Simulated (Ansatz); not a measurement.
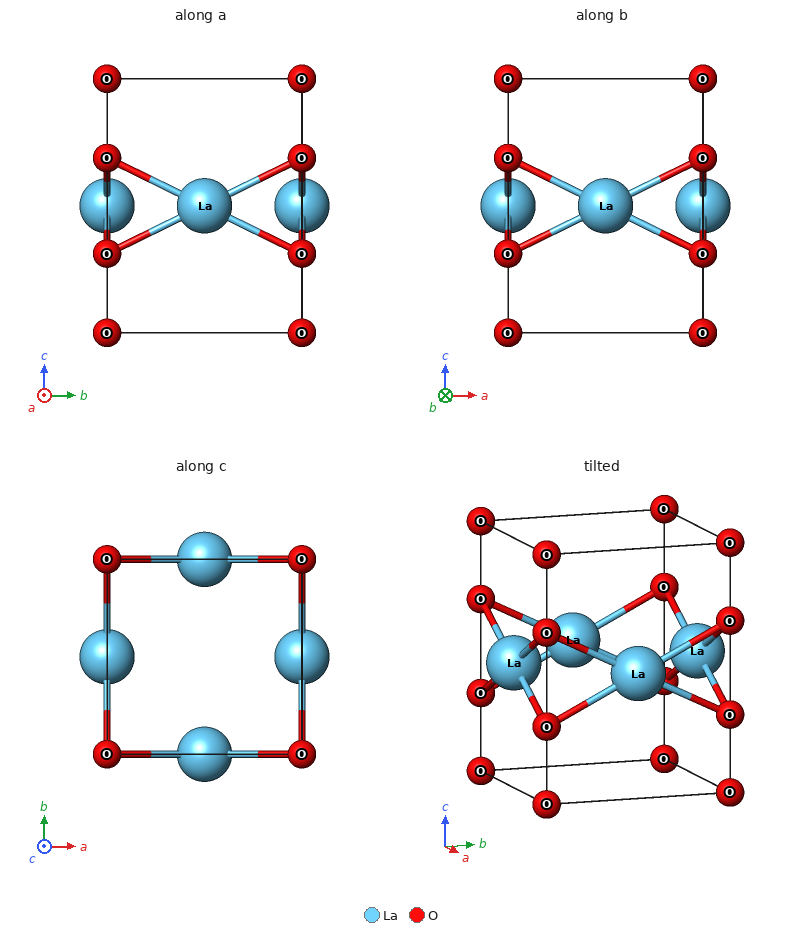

The image is a ball-and-stick drawing of a crystal, viewed along the a axis, along the b axis, along the c axis and slightly off an axis. The conventional unit cell is drawn as a box.

Lattice parameters: a = 4.5413 Å, b = 4.5413 Å, c = 5.9209 Å, α = 90.000°, β = 90.000°, γ = 90.000°.

Put the structure into a CIF with its space group and independent sites, with free fractional coordinates to two decimals.

Answer.
```cif
data_structure
_symmetry_space_group_name_H-M 'P 4/m m m'
_symmetry_Int_Tables_number 123
_cell_length_a 4.5413
_cell_length_b 4.5413
_cell_length_c 5.9209
_cell_angle_alpha 90.000
_cell_angle_beta 90.000
_cell_angle_gamma 90.000
_cell_volume 122.11
loop_
_atom_site_label
_atom_site_type_symbol
_atom_site_symmetry_multiplicity
_atom_site_Wyckoff_symbol
_atom_site_fract_x
_atom_site_fract_y
_atom_site_fract_z
_atom_site_occupancy
La1 La 2 e 0.50 0.00 0.50 1
O1 O 2 g 0.00 0.00 0.69 1
O2 O 1 a 0.00 0.00 0.00 1
```

Its origin is a random cell made by a generator, so it need not be a real form of the compound. The geometry was optimised with Ansatz 0.2.0, DFT PBE, scalar-relativistic, plane waves, PAW.
